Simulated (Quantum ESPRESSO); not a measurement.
## ZrC: single-point calculation

ZrC (Fm-3m, 2 atoms in the cell), computed with Kohn-Sham DFT of a periodic cell, PBE, SG15 PBE 1.2, no spin polarisation (Quantum ESPRESSO 7.5).

The structure derives from an entry of the Crystallography Open Database.

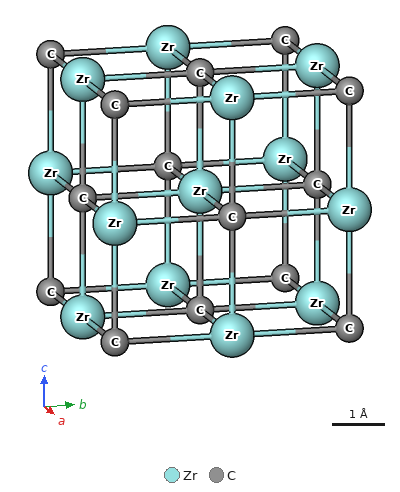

Fig. 1: The structure as given in the input (ball-and-stick view of the cell 4 times as large as that of the calculation, set on its symmetry axes, seen slightly off an axis). An atom can appear more than once, as a periodic image.

The input
```
&CONTROL
  calculation = 'scf'
  prefix = 'pwscf'
  outdir = './tmp'
  pseudo_dir = './pseudo'
  tprnfor = .true.
  tstress = .true.
  disk_io = 'nowf'
/
&SYSTEM
  ibrav = 0
  nat = 2
  ntyp = 2
  ecutwfc = 88
  nbnd = 14
  occupations = 'smearing'
  smearing = 'fd'
  degauss = 0.00367493
/
&ELECTRONS
  conv_thr = 4d-10
  electron_maxstep = 120
  mixing_beta = 0.5
/
ATOMIC_SPECIES
Zr    91.2240 Zr_ONCV_PBE-1.2.upf
C     12.0110 C_ONCV_PBE-1.2.upf
CELL_PARAMETERS angstrom
   0.0000000000    2.3650000000    2.3650000000
   2.3650000000    0.0000000000    2.3650000000
   2.3650000000    2.3650000000    0.0000000000
ATOMIC_POSITIONS crystal
Zr     0.5000000000    0.5000000000    0.5000000000
C      0.0000000000    0.0000000000    0.0000000000
K_POINTS automatic
6 6 6 0 0 0
```

Machine: 2 threads of Arm Neoverse V1, 24 GiB of memory available, shared host.

Launched with:
```bash
OMP_NUM_THREADS=1 mpirun -n 2 pw.x -nk 2 -in pw.in > pw.out
```

The program's output
```
This program is part of the open-source Quantum ESPRESSO suite
     for quantum simulation of materials; please cite
         "P. Giannozzi et al., J. Phys.:Condens. Matter 21 395502 (2009);
         "P. Giannozzi et al., J. Phys.:Condens. Matter 29 465901 (2017);
         "P. Giannozzi et al., J. Chem. Phys. 152 154105 (2020);
          URL
     in publications or presentations arising from this work. More details at

     Message from routine setup:
     using ibrav=0 with symmetry is DISCOURAGED, use correct ibrav instead

     K-points division:     npool     =       2
     Subspace diagonalization in iterative solution of the eigenvalue problem:
     a serial algorithm will be used

     G-vector sticks info
     --------------------
     sticks:   dense  smooth     PW     G-vecs:    dense   smooth      PW
     Sum         955     955    295                19891    19891    3287

     Using Slab Decomposition

     bravais-lattice index     =            0
     lattice parameter (alat)  =       6.3204  a.u.
     unit-cell volume          =     178.5336 (a.u.)^3
     number of atoms/cell      =            2
     number of atomic types    =            2
     number of electrons       =        16.00
     number of Kohn-Sham states=           14
     kinetic-energy cutoff     =      88.0000  Ry
     charge density cutoff     =     352.0000  Ry
     scf convergence threshold =      4.0E-10
     mixing beta               =       0.5000
     number of iterations used =            8  plain     mixing
     Exchange-correlation= PBE
                           (   1   4   3   4   0   0   0)

     celldm(1)=   6.320406  celldm(2)=   0.000000  celldm(3)=   0.000000
     celldm(4)=   0.000000  celldm(5)=   0.000000  celldm(6)=   0.000000

     crystal axes: (cart. coord. in units of alat)
               a(1) = (   0.000000   0.707107   0.707107 )
               a(2) = (   0.707107   0.000000   0.707107 )
               a(3) = (   0.707107   0.707107   0.000000 )

     reciprocal axes: (cart. coord. in units 2 pi/alat)
               b(1) = ( -0.707107  0.707107  0.707107 )
               b(2) = (  0.707107 -0.707107  0.707107 )
               b(3) = (  0.707107  0.707107 -0.707107 )

     PseudoPot. # 1 for Zr read from file:
     Zr_ONCV_PBE-1.2.upf
     Pseudo is Norm-conserving, Zval = 12.0
     Generated using ONCVPSP code by D. R. Hamann
     Using radial grid of  602 points,  6 beta functions with:
                l(1) =   0
                l(2) =   0
                l(3) =   1
                l(4) =   1
                l(5) =   2
                l(6) =   2

     PseudoPot. # 2 for C  read from file:
     C_ONCV_PBE-1.2.upf
     Pseudo is Norm-conserving, Zval =  4.0
     Generated using ONCVPSP code by D. R. Hamann
     Using radial grid of  602 points,  4 beta functions with:
                l(1) =   0
                l(2) =   0
                l(3) =   1
                l(4) =   1

     atomic species   valence    mass     pseudopotential
     Zr               12.00    91.22400     Zr( 1.00)
     C                 4.00    12.01100     C ( 1.00)

     48 Sym. Ops., with inversion, found

   Cartesian axes

     site n.     atom                  positions (alat units)
         1        Zr     tau(   1) = (   0.7071068   0.7071068   0.7071068  )
         2        C      tau(   2) = (   0.0000000   0.0000000   0.0000000  )

     number of k points=    16  Fermi-Dirac smearing, width (Ry)=  0.0037
                       cart. coord. in units 2pi/alat
        k(    1) = (   0.0000000   0.0000000   0.0000000), wk =   0.0092593
        k(    2) = (   0.1178511   0.1178511  -0.1178511), wk =   0.0740741
        k(    3) = (   0.2357023   0.2357023  -0.2357023), wk =   0.0740741
        k(    4) = (  -0.3535534  -0.3535534   0.3535534), wk =   0.0370370
        k(    5) = (   0.2357023   0.0000000  -0.0000000), wk =   0.0555556
        k(    6) = (   0.3535534   0.1178511  -0.1178511), wk =   0.2222222
        k(    7) = (  -0.2357023  -0.4714045   0.4714045), wk =   0.2222222
        k(    8) = (  -0.1178511  -0.3535534   0.3535534), wk =   0.2222222
        k(    9) = (   0.0000000  -0.2357023   0.2357023), wk =   0.1111111
        k(   10) = (   0.4714045   0.0000000  -0.0000000), wk =   0.0555556
        k(   11) = (  -0.1178511  -0.5892557   0.5892557), wk =   0.2222222
        k(   12) = (  -0.0000000  -0.4714045   0.4714045), wk =   0.1111111
        k(   13) = (  -0.7071068   0.0000000   0.0000000), wk =   0.0277778
        k(   14) = (  -0.2357023  -0.4714045   0.7071068), wk =   0.2222222
        k(   15) = (  -0.1178511  -0.3535534   0.5892557), wk =   0.2222222
        k(   16) = (  -0.7071068   0.2357023   0.0000000), wk =   0.1111111

     Dense  grid:    19891 G-vectors     FFT dimensions: (  40,  40,  40)

     Initial potential from superposition of free atoms

     starting charge      15.8403, renormalised to      16.0000
     Starting wfcs are random

     Self-consistent Calculation

     iteration #  1     ecut=    88.00 Ry     beta= 0.50
     Davidson diagonalization with overlap
     ethr =  1.00E-02,  avg # of iterations =  8.7

     total energy              =    -106.16474382 Ry
     estimated scf accuracy    <       0.62504987 Ry

     iteration #  2     ecut=    88.00 Ry     beta= 0.50
     Davidson diagonalization with overlap
     ethr =  3.91E-03,  avg # of iterations =  2.0

     total energy              =    -106.34392010 Ry
     estimated scf accuracy    <       0.38763604 Ry

     iteration #  3     ecut=    88.00 Ry     beta= 0.50
     Davidson diagonalization with overlap
     ethr =  2.42E-03,  avg # of iterations =  1.1

     total energy              =    -106.40684040 Ry
     estimated scf accuracy    <       0.00320912 Ry

     iteration #  4     ecut=    88.00 Ry     beta= 0.50
     Davidson diagonalization with overlap
     ethr =  2.01E-05,  avg # of iterations =  3.4

     total energy              =    -106.40812217 Ry
     estimated scf accuracy    <       0.00062475 Ry

     iteration #  5     ecut=    88.00 Ry     beta= 0.50
     Davidson diagonalization with overlap
     ethr =  3.90E-06,  avg # of iterations =  1.1

     total energy              =    -106.40805807 Ry
     estimated scf accuracy    <       0.00017370 Ry

     iteration #  6     ecut=    88.00 Ry     beta= 0.50
     Davidson diagonalization with overlap
     ethr =  1.09E-06,  avg # of iterations =  1.9

     total energy              =    -106.40808131 Ry
     estimated scf accuracy    <       0.00000143 Ry

     iteration #  7     ecut=    88.00 Ry     beta= 0.50
     Davidson diagonalization with overlap
     ethr =  8.93E-09,  avg # of iterations =  2.0

     total energy              =    -106.40807986 Ry
     estimated scf accuracy    <       0.00000345 Ry

     iteration #  8     ecut=    88.00 Ry     beta= 0.50
     Davidson diagonalization with overlap
     ethr =  8.93E-09,  avg # of iterations =  2.0

     total energy              =    -106.40808040 Ry
     estimated scf accuracy    <       0.00000004 Ry

     iteration #  9     ecut=    88.00 Ry     beta= 0.50
     Davidson diagonalization with overlap
     ethr =  2.46E-10,  avg # of iterations =  1.1

     total energy              =    -106.40808041 Ry
     estimated scf accuracy    <          4.9E-10 Ry

     iteration # 10     ecut=    88.00 Ry     beta= 0.50
     Davidson diagonalization with overlap
     ethr =  3.04E-12,  avg # of iterations =  2.4

     End of self-consistent calculation

          k = 0.0000 0.0000 0.0000 (  2445 PWs)   bands (ev):

   -33.6406 -11.3717 -11.3717 -11.3717   3.3243  15.5024  15.5024  15.5024
    15.6346  15.6346  15.6346  17.3081  17.3081  21.6526

          k = 0.1179 0.1179-0.1179 (  2523 PWs)   bands (ev):

   -33.6175 -11.5814 -11.3905 -11.3905   3.9086  13.1575  13.6954  13.6954
    16.3865  16.3865  16.8180  19.6037  19.6037  22.7692

          k = 0.2357 0.2357-0.2357 (  2473 PWs)   bands (ev):

   -33.5711 -11.9773 -11.4277 -11.4277   5.2931  10.6701  12.2028  12.2028
    17.8873  17.8873  17.9928  22.7152  22.7152  23.1683

          k =-0.3536-0.3536 0.3536 (  2488 PWs)   bands (ev):

   -33.5476 -12.1651 -11.4461 -11.4461   6.3136   9.3310  11.6842  11.6842
    18.9426  18.9426  19.7580  21.0348  24.4510  24.4510

          k = 0.2357 0.0000-0.0000 (  2505 PWs)   bands (ev):

   -33.6099 -11.5646 -11.4384 -11.4384   4.0222  12.3117  14.3267  14.3267
    14.7053  17.6534  17.9109  17.9109  20.0680  23.7258

          k = 0.3536 0.1179-0.1179 (  2497 PWs)   bands (ev):

   -33.5712 -11.8531 -11.4902 -11.4874   4.8760  11.0727  12.6992  13.2786
    15.5817  18.4591  18.9690  20.2688  21.9126  25.0401

          k =-0.2357-0.4714 0.4714 (  2488 PWs)   bands (ev):

   -33.5400 -12.0761 -11.5632 -11.4945   5.7654  10.1248  11.9362  12.2148
    17.2334  19.1659  19.6838  22.4187  22.8938  24.5637

          k =-0.1179-0.3536 0.3536 (  2488 PWs)   bands (ev):

   -33.5478 -12.0191 -11.5954 -11.4471   5.6899  10.1941  11.9420  12.2210
    17.9463  18.3230  19.2951  21.5511  23.5331  24.4108

          k = 0.0000-0.2357 0.2357 (  2511 PWs)   bands (ev):

   -33.5867 -11.7695 -11.5156 -11.3950   4.6767  11.6251  12.5321  13.0116
    16.5916  17.7782  18.2384  19.4195  22.5310  23.8383

          k = 0.4714 0.0000-0.0000 (  2470 PWs)   bands (ev):

   -33.5481 -11.9036 -11.5707 -11.5707   4.6967  11.3663  13.3744  14.2968
    14.2968  18.4406  19.8696  19.8696  21.7848  26.1492

          k =-0.1179-0.5893 0.5893 (  2488 PWs)   bands (ev):

   -33.5248 -11.9911 -11.6872 -11.5895   4.8869  11.7629  12.4238  13.5693
    15.2472  19.6576  19.9681  20.4290  22.4371  25.5406

          k =-0.0000-0.4714 0.4714 (  2492 PWs)   bands (ev):

   -33.5246 -11.8952 -11.8584 -11.5284   5.4154  10.9064  12.1998  12.4831
    17.1225  18.8061  19.5663  21.4294  23.0689  26.4307

          k =-0.7071 0.0000 0.0000 (  2498 PWs)   bands (ev):

   -33.5171 -12.0533 -11.6361 -11.6361   4.5047  12.4613  12.8493  14.6027
    14.6027  18.9000  20.0692  20.0692  22.3038  24.7551

          k =-0.2357-0.4714 0.7071 (  2492 PWs)   bands (ev):

   -33.5402 -11.9428 -11.6679 -11.5210   5.2477  10.9383  12.4462  12.5398
    16.4008  19.2741  19.6598  20.3544  23.0101  25.5964

          k =-0.1179-0.3536 0.5893 (  2476 PWs)   bands (ev):

   -33.5246 -11.9650 -11.7505 -11.5667   5.4177  10.9608  12.1609  12.4050
    17.7556  17.9213  19.8841  21.9683  22.3570  25.9497

          k =-0.7071 0.2357 0.0000 (  2482 PWs)   bands (ev):

   -33.5170 -11.9516 -11.7431 -11.6516   4.9801  12.2821  12.3182  12.5135
    16.3779  19.0535  20.0762  20.6711  21.9690  26.6731

     the Fermi energy is    14.4915 ev

!    total energy              =    -106.40808041 Ry
     estimated scf accuracy    <          3.6E-10 Ry
     smearing contrib. (-TS)   =      -0.00018296 Ry
     internal energy E=F+TS    =    -106.40789744 Ry

     The total energy is F=E-TS. E is the sum of the following terms:
     one-electron contribution =     -10.60400053 Ry
     hartree contribution      =      13.28825364 Ry
     xc contribution           =     -15.31788891 Ry
     ewald contribution        =     -93.77426165 Ry

     convergence has been achieved in  10 iterations

     Forces acting on atoms (cartesian axes, Ry/au):

     atom    1 type  1   force =    -0.00000000   -0.00000000    0.00000000
     atom    2 type  2   force =     0.00000000    0.00000000   -0.00000000

     Total force =     0.000000     Total SCF correction =     0.000000

     Computing stress (Cartesian axis) and pressure

          total   stress  (Ry/bohr**3)                   (kbar)     P=      -28.52
  -0.00019388   0.00000000   0.00000000          -28.52        0.00        0.00
   0.00000000  -0.00019388   0.00000000            0.00      -28.52        0.00
   0.00000000   0.00000000  -0.00019388            0.00        0.00      -28.52

=------------------------------------------------------------------------------=
   JOB DONE.
=------------------------------------------------------------------------------=
```

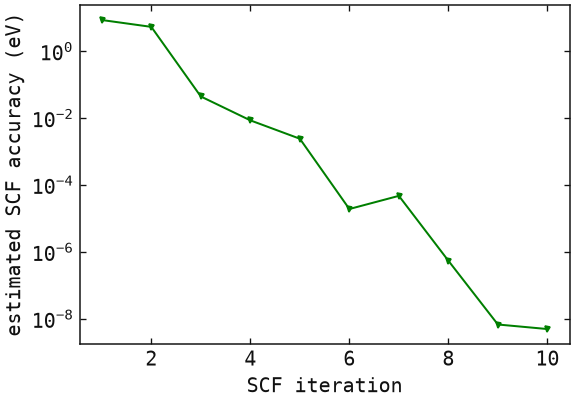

Fig. 2: Convergence of the self-consistent field: estimated SCF accuracy against the iteration. The field takes 10 iterations in all.

Summary

```csv
quantity,value
outcome,converged
space group (tolerance 0.01 Å),Fm-3m (225)
electrons treated,16
free energy,−1447.7557 eV
Fermi energy,14.491 eV
gap on the k-point mesh,none (metallic)
pressure,−2.85 GPa
largest force (length of the vector),under 0.001 eV/Å
wall time,6 s (CPU time 12 s)
peak memory,0.12 GiB
```

Remarks

Points of doubt noted for this run: coarse mesh.
